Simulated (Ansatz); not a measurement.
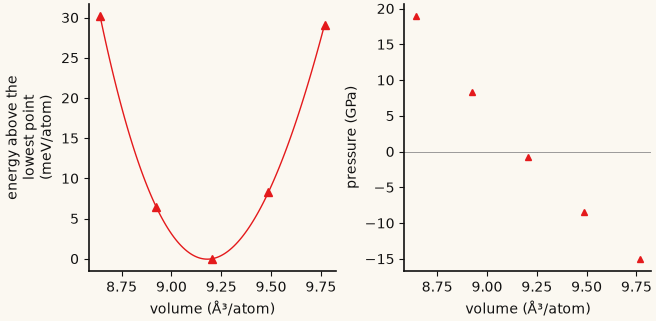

Plotted: energy above the lowest point and pressure against volume for TiO₂, space group Fm-3m (No. 225) (one of a set of cubic test structures, which need not be the stable phase).

Computed with Ansatz 0.2.0 development build: equation of state of a cubic crystal from periodic Kohn-Sham density functional theory without spin, third-order Birch-Murnaghan fit to the free energies; pressure corrected for the finite basis. Level: r2SCAN.

structure type fluorite; atoms in cell 3; space group number 225; lattice centring face-centred primitive; k mesh 12×12×12; occupation method Fermi–Dirac; occupation width 0.1 eV; wave cutoff 700 eV; datasets hard PAW; density tolerance 1e−09 eV; bands 16; density cutoff ratio 4; search for lower states default; xc grid level 2.

Question: Give the fitted equation-of-state parameters.

Answer: A third-order Birch–Murnaghan fit gives V0 = 9.18 Å³/atom, B0 = 276 GPa and B′ = 4.2.

Question: How does the pressure vary with volume?

Answer: It falls from 19.0 GPa at volume 8.6416 Å³/atom to −15.1 GPa at 9.7688 Å³/atom, and changes sign near 9.18 Å³/atom.

Limits of the calculation: cubic model structure, not the ambient form; pseudopotentials made with PBE, not this functional.
